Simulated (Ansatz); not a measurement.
**Single-point calculation, with input and output: GaAs**

The run: single-point calculation of GaAs (F-43m, 16 atoms in the cell). Method and program: DFT LDA, scalar-relativistic, plane waves, PAW, no spin polarisation (Ansatz 0.2.0).

The structure derives from a Materials Project entry. It belongs to a series of runs on one base structure; here: the perfect crystal in a cell of 16 atoms. Figures and captions count atoms from 1; the log counts them from 0 in places.

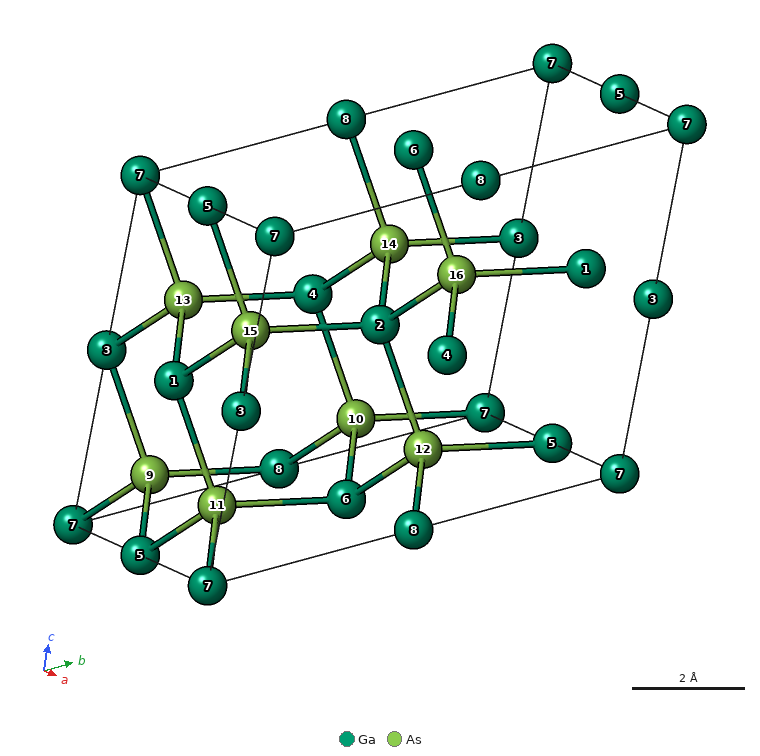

**Figure 1.** The structure as given in the input (ball-and-stick view of the cell of the calculation, seen slightly off an axis; atoms are numbered from 1 in the order of the input).

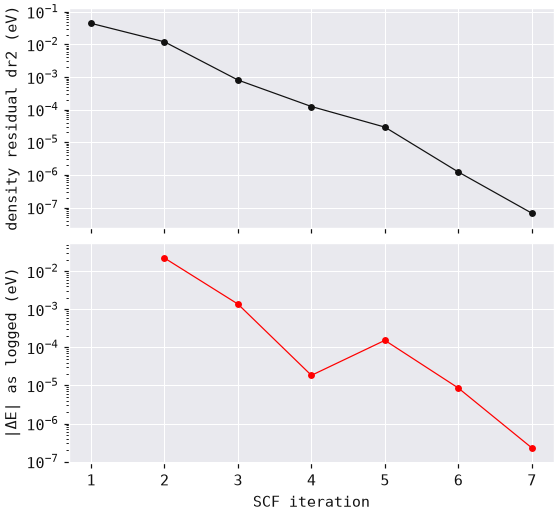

**Figure 2.** Convergence of the self-consistent field: density residual dr2 and size of the energy change against the SCF iteration. The residual falls at every step.

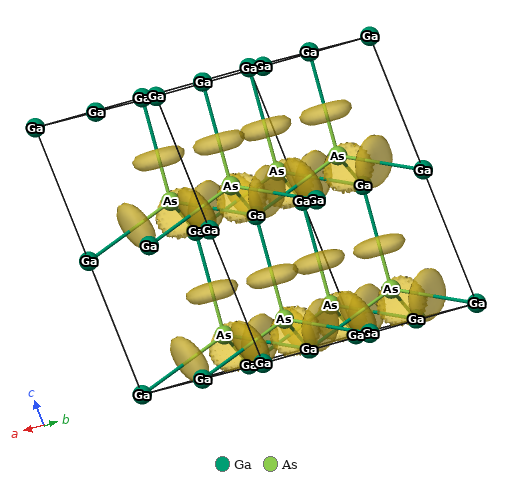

**Figure 3.** Isosurface of the electron localisation function at 0.7 (yellow), seen at an oblique angle. Only the valence region is drawn (cores and ρ < 0.01 e/Å³ removed). Sticks mark near contacts. The outline is the calculation cell. Along the contacts the grid gives the following. The fields are those of the smooth PAW valence density.

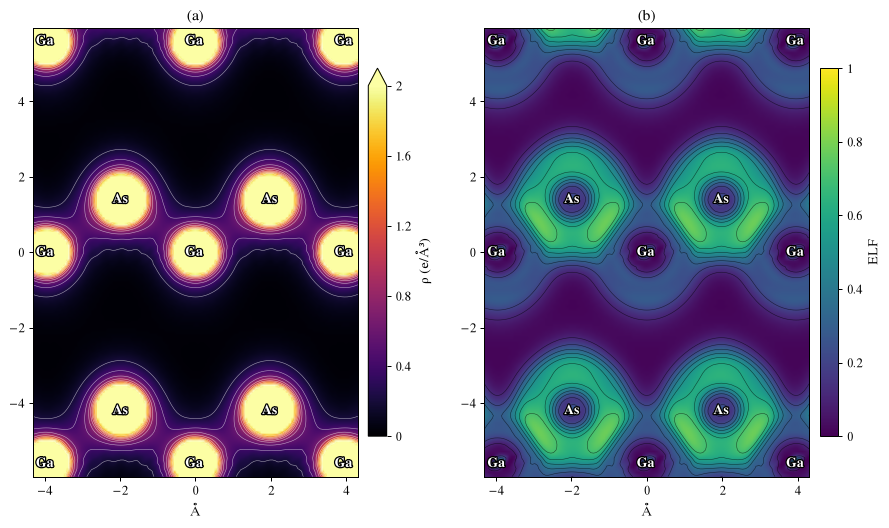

**Figure 4.** (a) valence charge density (pseudo); (b) ELF on the (101̄) plane of the calculation cell. The section cuts through Ga and As sites. Ga–As (2.43 Å): ρ at the midpoint is about 0.51 e/Å³; the ELF peaks at about 0.80 between the atoms (a covalent bond). Away from the nuclei the density in this plane falls to 0.02 e/Å³ at its lowest. The strong features right at Ga lie inside the PAW spheres (semicore, d or f shells) and say nothing about bonding.

These pictures come from the run below.

### Input
```yaml
crystal:
  lattice:
    - [0.0, 5.603381592, -5.603381592]
    - [5.603381592, 5.603381592, 0.0]
    - [5.603381592, 0.0, -5.603381592]
  atoms:
    - { symbol: Ga, position: [0.5, 0.0, 0.5] }
    - { symbol: Ga, position: [0.5, 0.5, 0.5] }
    - { symbol: Ga, position: [0.0, 0.0, 0.5] }
    - { symbol: Ga, position: [0.0, 0.5, 0.5] }
    - { symbol: Ga, position: [0.5, 0.0, 0.0] }
    - { symbol: Ga, position: [0.5, 0.5, 0.0] }
    - { symbol: Ga, position: [0.0, 0.0, 0.0] }
    - { symbol: Ga, position: [0.0, 0.5, 0.0] }
    - { symbol: As, position: [0.125, 0.125, 0.125] }
    - { symbol: As, position: [0.125, 0.625, 0.125] }
    - { symbol: As, position: [0.625, 0.125, 0.125] }
    - { symbol: As, position: [0.625, 0.625, 0.125] }
    - { symbol: As, position: [0.125, 0.125, 0.625] }
    - { symbol: As, position: [0.125, 0.625, 0.625] }
    - { symbol: As, position: [0.625, 0.125, 0.625] }
    - { symbol: As, position: [0.625, 0.625, 0.625] }
basis:
  ecutwfc: 420
  xc_grid: 2
kpoints:
  mp_grid: { grid: [3, 3, 3], shift: [0.0, 0.0, 0.0] }
hamiltonian:
  xc: lda
scf:
  occupations: { method: gaussian, width: 0.02 }
output:
  forces: true
  stress: true
  eigenvalues: true
  write_density: true
  write_potential: true
  elf: true
  volumetric_format: npy
```

Command:
```bash
ansatz run input.yaml --threads 4 --pin off --max-ram 8192MiB --backend cpu --events-out ev --progress --plain --runs-dir out
```

### The program's output
```
Engine: ansatz 0.2.0, x86_64-unknown-linux-gnu
Pseudopotentials: kind: paw
Pseudopotential: Ga, paw, valence charge 13, recommended cutoff 420 eV (normal), Ga.paw.azcp
Pseudopotential: As, paw, valence charge 15, recommended cutoff 420 eV (normal), As.paw.azcp
Functional definition: SPW92
  exchange = slater_x
  correlation = pw_c
Crystal: 16 atoms, lattice volume = 351.869 Å³
Basis set: ecut = 420 eV, 6855 PW (Γ), exchange–correlation on 108×108×108 points (8 copies of the dense FFT grid, shifted against one another)
Bands: 135, of which v1, the nominal top of the filled ones, is band 112 counted from 1 (111 counted from 0)
Symmetry: 192 space group operations
Space group: F-43m (ITA 216), of the structure as read, at distance tolerance 7.1e-5 Å
k-points: 4 of 27 (time reversal used)
Non-local potential: Ga, projectors of the file, l = 0: 2, l = 1: 2, l = 2: 3, l = 3: 1
Non-local potential: As, projectors of the file, l = 0: 2, l = 1: 2, l = 2: 3, l = 3: 1
PAW form: soft (Blöchl's): semilocal exchange-correlation on the pseudo side does not see the compensation charge
PAW frozen core: Ga, regenerated for the run's functional, and the local potential with it (the file was generated under x = pbe(κ = 0.804, μ = 0.2195149727645171), c = pbe(β = 0.06672455060314922))
PAW frozen core: As, regenerated for the run's functional, and the local potential with it (the file was generated under x = pbe(κ = 0.804, μ = 0.2195149727645171), c = pbe(β = 0.06672455060314922))
PAW one-centre angular grid: Ga, 590 points (default); XC on 64 Gauss nodes
PAW one-centre angular grid: As, 590 points (default); XC on 64 Gauss nodes
Initial density: superposition of atomic densities (neutral atoms: chi_scale 0, normalization atom), corrected by the library's trained network
Initial wavefunctions: pseudopotential atomic-orbital guess
Functional: x = slater, c = lda
SCF iter   1: F=—  HF=-67850.184898 eV  |F-HF|=—  |Δ(HF+E_count)|=         —  Δρ=4.69e-3  dr2=4.43e-2  ethr=1.77e-3  ⟨swp⟩=6.0  Hψ=1796  notcnv=0  defer=1
preconditioner: auto → Resta (q_TF=auto, 2.530 Å⁻¹)  ε∞=3.6  [insulator: Δε(μ)=0.459 eV  Ē_g=14.605 eV  σ=0.020 eV  W_gap=1.00  n_scr=112 (ndim 8)  ℏωp=23.8 eV  f_vac=0.078  D(μ)=0.00/eV (n_scr^D=0)  ε∞_Penn≈3.6]
SCF iter   2: F=—  HF=-67850.162740 eV  |F-HF|=—  |Δ(HF+E_count)|=   2.22e-2  Δρ=2.62e-3  dr2=1.20e-2  ethr=1.98e-5  ⟨swp⟩=3.0  Hψ=1096  notcnv=0  defer=68
SCF iter   3: F=—  HF=-67850.161366 eV  |F-HF|=—  |Δ(HF+E_count)|=   1.37e-3  Δρ=5.12e-4  dr2=8.10e-4  ethr=5.34e-6  ⟨swp⟩=3.0  Hψ=773  notcnv=0  defer=68
SCF iter   4: F=—  HF=-67850.161348 eV  |F-HF|=—  |Δ(HF+E_count)|=   1.84e-5  Δρ=1.80e-4  dr2=1.25e-4  ethr=3.62e-7  ⟨swp⟩=2.0  Hψ=918  notcnv=0  defer=68
SCF iter   5: F=—  HF=-67850.161195 eV  |F-HF|=—  |Δ(HF+E_count)|=   1.53e-4  Δρ=9.12e-5  dr2=2.92e-5  ethr=5.57e-8  ⟨swp⟩=2.0  Hψ=760  notcnv=0  defer=68
SCF iter   6: F=—  HF=-67850.161187 eV  |F-HF|=—  |Δ(HF+E_count)|=   8.54e-6  Δρ=1.75e-5  dr2=1.23e-6  ethr=1.30e-8  ⟨swp⟩=2.0  Hψ=760  notcnv=0  defer=68
SCF iter   7: F=-67850.161186 eV  HF=-67850.161186 eV  |F-HF|=3.50e-8  |Δ(HF+E_count)|=   2.29e-7  Δρ=4.53e-6  dr2=6.73e-8  ethr=4.46e-11  ⟨swp⟩=11.0  Hψ=4048  notcnv=0
SCF 1 converged in 7 iterations: F = -67850.161186 eV  dr2 = 6.73e-8
  greatest PAW one-centre occupation: 0.999 electrons in one spin orbital (limit 2), on the As atom at site 15 (counted from 0), in its partial waves of l = 2
SCF converged after 7 iterations
Free energy (F): -67850.161186 eV
Harris-Foulkes:  -67850.161186 eV  (|F-HF|=3.50e-8)
Internal energy: -67850.161186 eV  (E = F + TS)
E sigma→0 (E₀):  -67850.161186 eV
Fermi energy:    8.489765 eV
--- Per-component energies (eV) ---
  E_band       = -2518.219685
  E_kinetic    = 1768.076265
  E_local      = -31105.068832  (includes V_loc(G=0)·N_el)
  E_nonlocal   = -1907.712774
  E_hartree    = 15668.763769
  E_xc         = -1186.271590
  E_vxc        = -1110.954084  (∫ρ·V_xc dr)
  E_paw        = -29334.677795  (= ΣΔE_a)
  E_vpaw       = -1500.096482  (= ΣTr[D̂ρ^β])
  E_aug_tail   = -0.000853  (compensation charges beyond the density's cutoff)
  E_ewald      = -21783.699055
  E_core_change = 30.429680  (= ΣΔE_core)
  E_smearing   = -0.000000  (= −TS)
  E_closure    = 0.000000  (closes the sum)
  Σ components = -67850.161186   (vs F -67850.161186, Δ=0.00e0)
--- Forces (eV/Å), atoms counted from 1 ---
  atom   1  Ga     0.00000000    -0.00000000    -0.00000000
  atom   2  Ga     0.00000000     0.00000000    -0.00000000
  atom   3  Ga     0.00000000     0.00000000     0.00000000
  atom   4  Ga     0.00000000     0.00000000    -0.00000000
  atom   5  Ga     0.00000000     0.00000000    -0.00000000
  atom   6  Ga     0.00000000     0.00000000     0.00000000
  atom   7  Ga     0.00000000     0.00000000     0.00000000
  atom   8  Ga     0.00000000     0.00000000    -0.00000000
  atom   9  As    -0.00000000     0.00000000    -0.00000000
  atom  10  As    -0.00000000    -0.00000000    -0.00000000
  atom  11  As    -0.00000000    -0.00000000     0.00000000
  atom  12  As    -0.00000000    -0.00000000     0.00000000
  atom  13  As    -0.00000000    -0.00000000    -0.00000000
  atom  14  As    -0.00000000     0.00000000    -0.00000000
  atom  15  As    -0.00000000    -0.00000000    -0.00000000
  atom  16  As    -0.00000000    -0.00000000     0.00000000
  max |Σ_I F_I| component: 7.42e-16 eV/Å
--- Stress (GPa, compression-positive) ---
       -0.046705      -0.000000      -0.000000
       -0.000000      -0.046705      -0.000000
        0.000000       0.000000      -0.046705
  P = ⅓ Tr σ = -0.0467 GPa (-0.467 kbar)
--- Band table (eV) ---
  k-point 0: bands = ["-27.0682", "-27.0682", "-27.0682", "-27.0672", "-27.0672", "-27.0672", "-27.0669", "-27.0669", "-27.0669", "-27.0669", "-27.0663", "-27.0663", "-27.0663", "-27.0663", "-27.0663", "-27.0663", "-27.0663", "-27.0663", "-27.0652", "-27.0652", "-27.0652", "-27.0652", "-27.0652", "-27.0652", "-27.0567", "-27.0567", "-27.0567", "-27.0562", "-27.0562", "-27.0559", "-27.0559", "-27.0559", "-27.0559", "-27.0559", "-27.0559", "-27.0559", "-27.0559", "-27.0551", "-27.0551", "-27.0551", "-6.8354", "-6.8354", "-6.8354", "-6.8021", "-6.8021", "-6.8021", "-6.8021", "-6.7141", "-6.7141", "-6.7141", "-6.6931", "-6.6931", "-6.6931", "-6.6931", "-6.6931", "-6.6931", "-6.6931", "-6.6931", "-6.6604", "-6.6604", "-6.6604", "-6.6604", "-6.6604", "-6.6604", "-6.6585", "-6.6585", "-6.6585", "-6.6297", "-6.6297", "-6.6256", "-6.6256", "-6.6256", "-6.6256", "-6.6256", "-6.6256", "-6.6256", "-6.6256", "-6.6165", "-6.6165", "-6.6165", "-4.7308", "-2.8880", "-2.8880", "-2.8880", "-2.8880", "-2.1177", "-2.1177", "-2.1177", "1.2439", "1.2439", "1.2439", "1.4058", "1.4058", "1.4058", "1.4058", "5.4662", "5.4662", "5.4662", "5.4662", "5.4662", "5.4662", "7.0620", "7.0620", "7.0620", "7.0620", "7.0620", "7.0620", "7.0620", "7.0620", "8.2485", "8.2485", "8.2485", "8.7302", "9.1651", "9.1651", "9.1651", "9.1651", "9.5416", "9.5416", "9.5416", "9.7858", "9.7858", "9.7858", "11.9352", "11.9352", "11.9352", "12.8473", "12.8473", "12.8473", "12.8473", "12.8473", "12.8473", "12.8473", "12.8473", "15.6737"]
  k-point 1: bands = ["-27.0678", "-27.0678", "-27.0678", "-27.0671", "-27.0670", "-27.0670", "-27.0670", "-27.0670", "-27.0670", "-27.0670", "-27.0665", "-27.0665", "-27.0662", "-27.0662", "-27.0662", "-27.0660", "-27.0660", "-27.0660", "-27.0656", "-27.0656", "-27.0656", "-27.0654", "-27.0654", "-27.0654", "-27.0565", "-27.0565", "-27.0565", "-27.0561", "-27.0561", "-27.0561", "-27.0561", "-27.0561", "-27.0560", "-27.0560", "-27.0557", "-27.0557", "-27.0557", "-27.0553", "-27.0553", "-27.0553", "-6.8240", "-6.8240", "-6.8240", "-6.8065", "-6.8065", "-6.8065", "-6.7828", "-6.7393", "-6.7076", "-6.7076", "-6.6970", "-6.6970", "-6.6887", "-6.6887", "-6.6887", "-6.6842", "-6.6842", "-6.6842", "-6.6725", "-6.6725", "-6.6725", "-6.6676", "-6.6676", "-6.6676", "-6.6494", "-6.6494", "-6.6494", "-6.6340", "-6.6340", "-6.6340", "-6.6299", "-6.6299", "-6.6281", "-6.6281", "-6.6243", "-6.6243", "-6.6243", "-6.6199", "-6.6199", "-6.6199", "-4.3984", "-3.5376", "-2.7542", "-2.7542", "-2.7542", "-2.3870", "-2.3870", "-2.3870", "1.6737", "1.6737", "1.6737", "1.6741", "1.6741", "1.6741", "2.7141", "4.8341", "4.8341", "4.8341", "5.4567", "5.5002", "5.5002", "5.5002", "5.7750", "5.7750", "5.7750", "6.5424", "6.5424", "6.5424", "7.2837", "7.2837", "7.8495", "7.8495", "9.3877", "9.8383", "9.9672", "9.9672", "9.9672", "10.5106", "10.5106", "10.5106", "11.5076", "11.5076", "11.5076", "12.5003", "12.5003", "12.6645", "12.6645", "12.6645", "12.9034", "12.9171", "12.9171", "14.0213", "14.0213", "14.0213", "15.2690"]
  k-point 2: bands = ["-27.0679", "-27.0675", "-27.0675", "-27.0675", "-27.0668", "-27.0668", "-27.0668", "-27.0668", "-27.0667", "-27.0667", "-27.0664", "-27.0664", "-27.0664", "-27.0664", "-27.0662", "-27.0662", "-27.0662", "-27.0662", "-27.0659", "-27.0659", "-27.0657", "-27.0657", "-27.0652", "-27.0652", "-27.0566", "-27.0565", "-27.0565", "-27.0563", "-27.0559", "-27.0559", "-27.0559", "-27.0559", "-27.0559", "-27.0559", "-27.0559", "-27.0559", "-27.0559", "-27.0554", "-27.0553", "-27.0553", "-6.8254", "-6.8254", "-6.8111", "-6.7993", "-6.7993", "-6.7993", "-6.7993", "-6.7524", "-6.7012", "-6.7012", "-6.6901", "-6.6901", "-6.6901", "-6.6901", "-6.6884", "-6.6884", "-6.6884", "-6.6884", "-6.6749", "-6.6749", "-6.6743", "-6.6743", "-6.6658", "-6.6658", "-6.6504", "-6.6458", "-6.6458", "-6.6356", "-6.6303", "-6.6303", "-6.6303", "-6.6303", "-6.6286", "-6.6286", "-6.6286", "-6.6286", "-6.6264", "-6.6226", "-6.6226", "-6.6198", "-4.2879", "-3.1134", "-2.9926", "-2.9926", "-2.9926", "-2.9926", "-2.0699", "-2.0699", "1.3861", "1.3861", "2.1087", "2.1087", "2.1087", "2.1087", "2.7650", "4.7620", "4.7620", "4.9024", "4.9024", "5.2922", "5.2922", "5.2922", "5.2922", "5.4742", "5.9326", "5.9326", "6.9984", "6.9984", "6.9984", "6.9984", "7.1878", "7.1878", "9.6820", "10.6713", "10.6713", "10.6713", "10.6713", "10.7016", "10.7861", "11.3270", "11.4203", "11.4203", "11.6557", "11.6557", "12.9152", "12.9152", "12.9152", "12.9152", "13.5337", "13.5337", "13.5527", "13.5527", "13.5527", "13.5527", "15.3652"]
  k-point 3: bands = ["-27.0674", "-27.0674", "-27.0673", "-27.0673", "-27.0671", "-27.0671", "-27.0668", "-27.0668", "-27.0667", "-27.0665", "-27.0665", "-27.0665", "-27.0663", "-27.0663", "-27.0662", "-27.0662", "-27.0661", "-27.0661", "-27.0660", "-27.0657", "-27.0657", "-27.0657", "-27.0655", "-27.0655", "-27.0563", "-27.0563", "-27.0563", "-27.0563", "-27.0562", "-27.0562", "-27.0562", "-27.0562", "-27.0559", "-27.0557", "-27.0557", "-27.0556", "-27.0556", "-27.0556", "-27.0556", "-27.0556", "-6.8163", "-6.8160", "-6.8160", "-6.8079", "-6.8079", "-6.7859", "-6.7859", "-6.7689", "-6.7001", "-6.6966", "-6.6918", "-6.6918", "-6.6891", "-6.6891", "-6.6845", "-6.6845", "-6.6839", "-6.6839", "-6.6816", "-6.6773", "-6.6773", "-6.6733", "-6.6721", "-6.6721", "-6.6413", "-6.6413", "-6.6389", "-6.6388", "-6.6388", "-6.6385", "-6.6385", "-6.6330", "-6.6278", "-6.6266", "-6.6263", "-6.6263", "-6.6238", "-6.6238", "-6.6236", "-6.6236", "-3.8828", "-3.5915", "-3.5915", "-2.8481", "-2.8481", "-2.3160", "-2.3148", "-2.3148", "1.5787", "1.5787", "1.6198", "2.3000", "2.3000", "3.3874", "3.3874", "4.0248", "4.1069", "4.4339", "4.4339", "4.8976", "4.8976", "5.6818", "5.6818", "6.0542", "6.1073", "6.1073", "6.2140", "6.3027", "6.3027", "6.6124", "6.6124", "7.6998", "10.3774", "10.6801", "10.6801", "10.8184", "11.6403", "11.6403", "11.8351", "11.8351", "11.9983", "11.9983", "12.0642", "12.0642", "12.5189", "12.5189", "12.6893", "12.8042", "13.2646", "13.2646", "13.8396", "13.8396", "13.8634", "14.1380", "14.3393"]
```

### Results in brief

| quantity | value |
| --- | --- |
| outcome | converged |
| space group (tolerance 0.01 Å) | F-43m (216) |
| electrons treated | 224 |
| free energy | −67850.1612 eV |
| Fermi energy | 8.490 eV |
| gap on the k-point mesh | 0.48 eV |
| pressure | −0.05 GPa |
| largest force (length of the vector) | under 0.001 eV/Å |
| hardware | 4 threads of Intel Xeon @ 2.70GHz, 189 GiB of memory available, shared host |
| wall time | 8.6 s (CPU time 27 s) |
| peak memory | 1.1 GiB |
